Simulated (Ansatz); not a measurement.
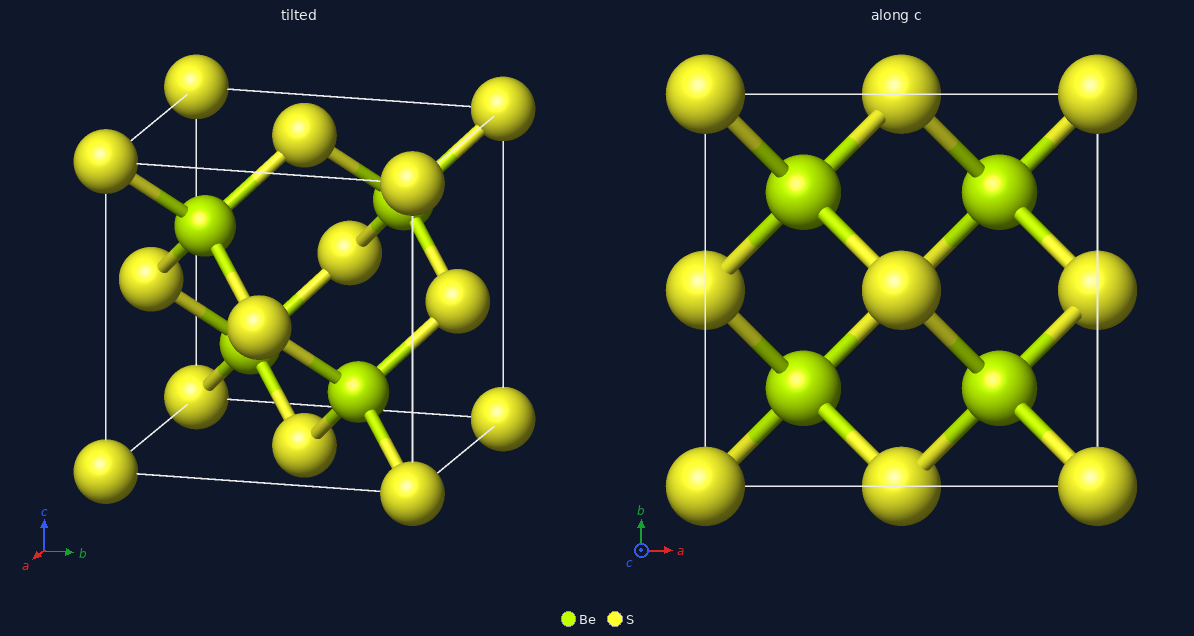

View slightly off an axis and along the c axis, drawn as a ball-and-stick model. The lines enclose the conventional unit cell; boundary atoms appear with their images. Cell: a = 4.88 Å, b = 4.88 Å, c = 4.88 Å, α = 90.00°, β = 90.00°, γ = 90.00°.

Its origin is a structure type filled with these elements by a generator (whether the compound takes this form wasn't checked). Earlier steps of the study may have refined or changed the cell and positions. It went into a calculation with Ansatz.

### Give a description of the structure.

The compound is BeS. Space group: F-43m (No. 216). Lattice: face-centred cubic. The structure is of the kind named zinc blende (sphalerite type). In the cell are 4 Be, 4 S, which makes 4 formula units. Each Be atom has four S in a tetrahedral arrangement at about 2.1 Å around it. The S atoms are each bonded to four Be in a tetrahedral arrangement at about 2.1 Å. The bonds build a three-dimensional framework.

All computed values are from DFT PBE, scalar-relativistic, plane waves, PAW (Ansatz 0.2.0). Settings: plane-wave cutoff 420 eV, k-points about 0.28 Å⁻¹ apart, Gaussian smearing of 0.02 eV, no spin polarisation.

### How large a gap does the method give, if there is one?

An insulator at this level, with a gap of 3.15 eV, indirect.

### Give the Bader charge of each element.

Be +1.62 e; S -1.62 e.

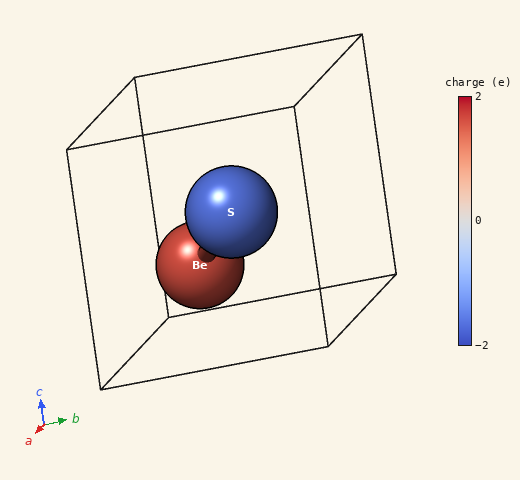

The atoms coloured by those charges. The run's cell of 2 atoms is drawn, so axes and origin can differ from the first picture.

### Has the structure come to rest?

Yes. All forces vanish to within 0.01 eV/Å. The pressure is 0.0 GPa, close to zero.
